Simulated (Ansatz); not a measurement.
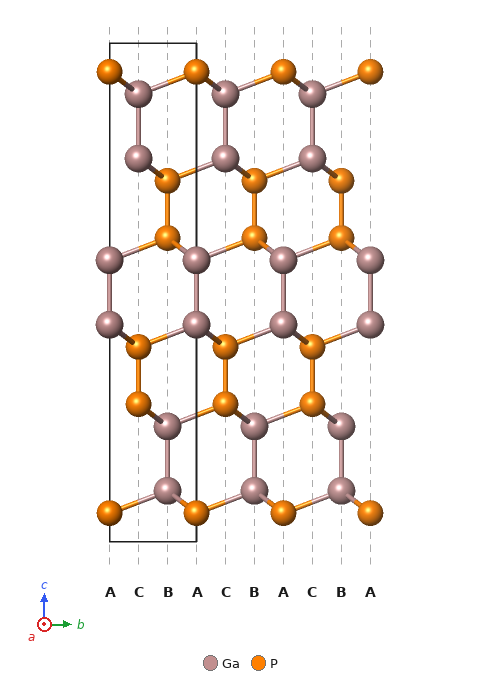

Projection along an edge of the hexagonal mesh, stacking direction c upwards. The dashed lines mark the three columns A (0, 0), B (1/3, 2/3) and C (2/3, 1/3). The sequence starts with the first layer at or above the cell's origin.

GaP: the input geometry of an electronic-structure calculation (not necessarily at equilibrium).

**Give the sequence of layers in one repeat, with element and column.**

P(A) – Ga(B) – Ga(B) – P(C) – P(C) – Ga(A) – Ga(A) – P(B) – P(B) – Ga(C) – Ga(C) – P(A) (twelve layers in 19.29 Å).
